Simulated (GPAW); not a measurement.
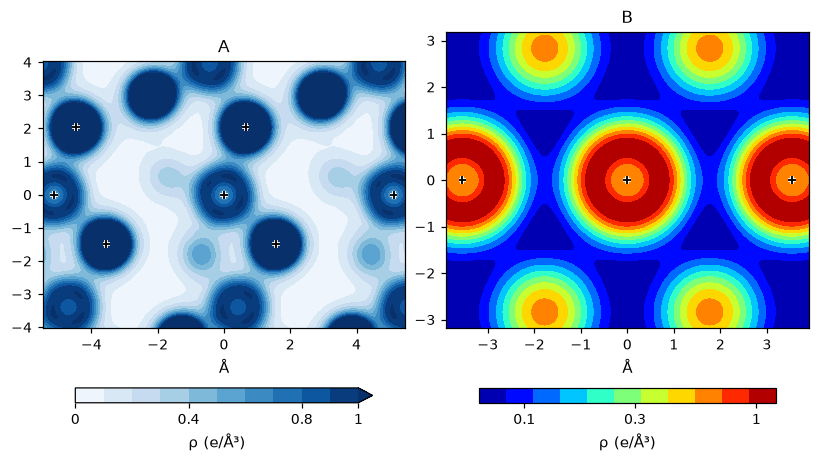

The valence charge density (pseudo) of 2 systems, each on a plane through atoms (crosses mark nuclei in the plane).

Level of theory: Kohn-Sham DFT of a periodic cell, revPBE, GPAW PAW data sets (gpaw-data 1.2.1) (GPAW 26.7.0).

System 1: Tl, the (010) plane of the conventional cell. Space group P6₃/mmc.

```xyz
2
Lattice="3.5458 0.0000 0.0000 -1.7729 3.0708 0.0000 0.0000 0.0000 5.6686" Properties=species:S:1:pos:R:3 pbc="T T T"
Tl    1.7729    1.0236    4.2514
Tl    0.0000    2.0472    1.4171
```

System 2: HfO2, the (011̄) plane of the conventional cell. Space group P2₁/c; not relaxed (largest force 0.5 eV/Å); computed pressure about 11 GPa in this cell.

Which map belongs to which system?

Panel A is system 2, HfO2: the plane holds Hf and O. Hf–O (2.14 Å): the density is about 0.58 e/Å³ at the midpoint. Panel B is system 1, Tl: the plane holds Tl. Tl–Tl (3.55 Å): ρ at the midpoint is about 0.1 e/Å³.
